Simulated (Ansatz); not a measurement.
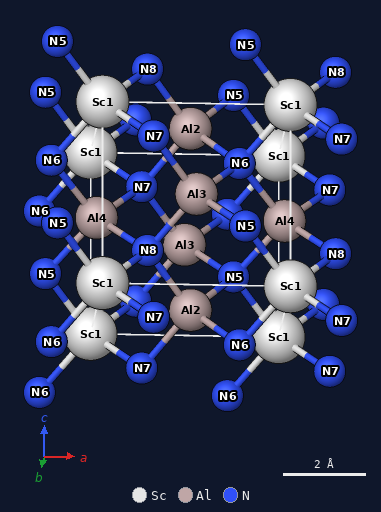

This is the input geometry for a relaxation of solid ScAl3N4 (a generated structure, set up in P-43m) (coarse preliminary run). Style: ball-and-stick. Shown: the cell of the calculation, from a free direction.

The calculation used DFT PBE, scalar-relativistic, plane waves, PAW in Ansatz 0.2.0.

Input file:
```yaml
crystal:
  lattice:
    - [4.6212242771, 0.0, 0.0]
    - [0.0, 4.6212242771, 0.0]
    - [0.0, 0.0, 4.6212242771]
  atoms:
    - { symbol: Sc, position: [0.0, 0.0, 0.0] }
    - { symbol: Al, position: [0.5, 0.5, 0.0] }
    - { symbol: Al, position: [0.5, 0.0, 0.5] }
    - { symbol: Al, position: [0.0, 0.5, 0.5] }
    - { symbol: "N", position: [0.74416343, 0.74416343, 0.25583657] }
    - { symbol: "N", position: [0.74416343, 0.25583657, 0.74416343] }
    - { symbol: "N", position: [0.25583657, 0.74416343, 0.74416343] }
    - { symbol: "N", position: [0.25583657, 0.25583657, 0.25583657] }
basis:
  ecutwfc: 420
kpoints:
  mp_grid: { grid: [4, 4, 4] }
hamiltonian:
  xc: pbe
scf:
  occupations: { method: gaussian, width: 0.1 }
output:
  forces: true
  stress: true
  eigenvalues: true
relax:
  adjacent_minimum: "off"
  f_tol: 0.05
  max_steps: 80
  cell: { stress_tol: 0.5 }
```

Run as
```bash
ansatz run input.yaml --threads 2 --pin off --max-ram 7168MiB --backend cpu --events-out ev --progress --plain --runs-dir out
```

Question: What does the optimiser find from here?

Answer: After 3 accepted moves (4 points after the start) the energy has fallen by 0.294 eV per cell of the calculation. The largest force component goes from 0.68 to 0.0028 eV/Å. The pressure goes from −8.49 to −0.11 GPa. The SCF was repeated once at an unchanged geometry on a basis and grid sized afresh for the cell, which shifted the energy by 11.5 meV per cell of the calculation at most. The largest moves relative to the cell, 0.054 Å, are those of N5, N6, N7 and N8. N8 goes along [1 1 1]. Sc and Al stay in place. The volume changes by −5.8 %, with a = b = c 4.621 → 4.530 Å (−2.0 %). Some distances before and after: Al2–N5 1.986 → 1.931 Å, Sc1–N5 2.048 → 2.061 Å. Among the angles between lasting bonds that change: N5–Al2–N8 106.9° → 103.9°. The space group stays P-43m (No. 215). Cost: 7.8 s on 2 threads of Arm Neoverse V1 (shared host), peak memory 0.34 GiB.

Final geometry:

```
Sc Al N
1.0
     4.52973    0.00000    0.00000
     0.00000    4.52973    0.00000
     0.00000    0.00000    4.52973
Sc Al N
1 3 4
Direct
  0.00000 0.00000 0.00000
  0.50000 0.50000 0.00000
  0.50000 0.00000 0.50000
  0.00000 0.50000 0.50000
  0.73731 0.73731 0.26269
  0.73731 0.26269 0.73731
  0.26269 0.73731 0.73731
  0.26269 0.26269 0.26269
```

The end point in the same view:

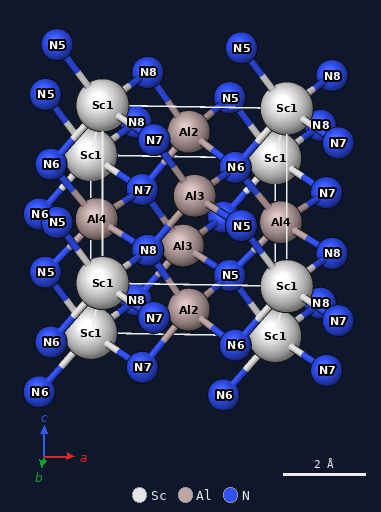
